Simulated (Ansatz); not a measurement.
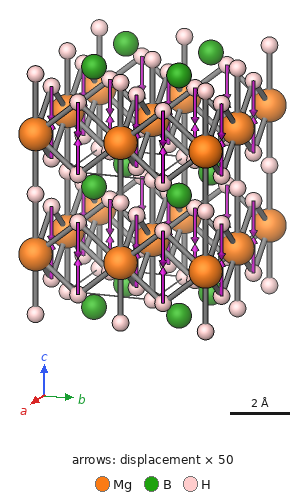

This is a relaxation of solid MgBH₅ (built on the SiSnPd5-123 type type). The starting structure is drawn; purple arrows show the displacements (the part carried along by the change of the cell is left out), magnified 50 times.

A ball-and-stick model of the cell of the calculation, repeated 2 × 2 × 2 with one cell outlined, seen slightly off an axis.

Theory: DFT, r2SCAN+rVV10, plane waves, PAW (Ansatz 0.2.0). Set-up: plane-wave cutoff 500 eV; k-point mesh 8 × 8 × 6; occupations fermi dirac; smearing width 0.03 eV; no spin polarisation; cell and atoms relaxed; force threshold 0.01 eV/Å; at most 120 steps.

Q: Which element moves most?

A: Hydrogen: up to 0.026 Å, against 0.000 Å for boron.

Q: What happened in the run?

A: The energy falls by 10.4 meV per atom in 6 accepted moves (8 points after the start). Largest force component: 0.09 eV/Å at the start, 0.00012 eV/Å at the end. Pressure: 0.21 GPa at the start and 0.00 GPa at the end. The line search rejected the trial step at point 2 of the run. At 1 point the geometry stayed and the basis and grid were re-selected for the new cell (energy shift of less than 0.05 meV per atom at most each time). The largest moves relative to the cell, 0.026 Å, are those of H atoms. B and Mg stay in place. The drawn cell changes as follows: a = b 3.092 → 3.191 Å (+3.2 %), c 4.247 → 4.015 Å (−5.5 %); the volume changes by +0.7 %. Among the contacts that change: H–Mg 2.124 → 2.008 Å, H–Mg 2.005 → 1.985 Å. Among the angles between lasting bonds that change: Mg–H–Mg 100.9° → 107.0°. The space group stays P4/mmm (No. 123).
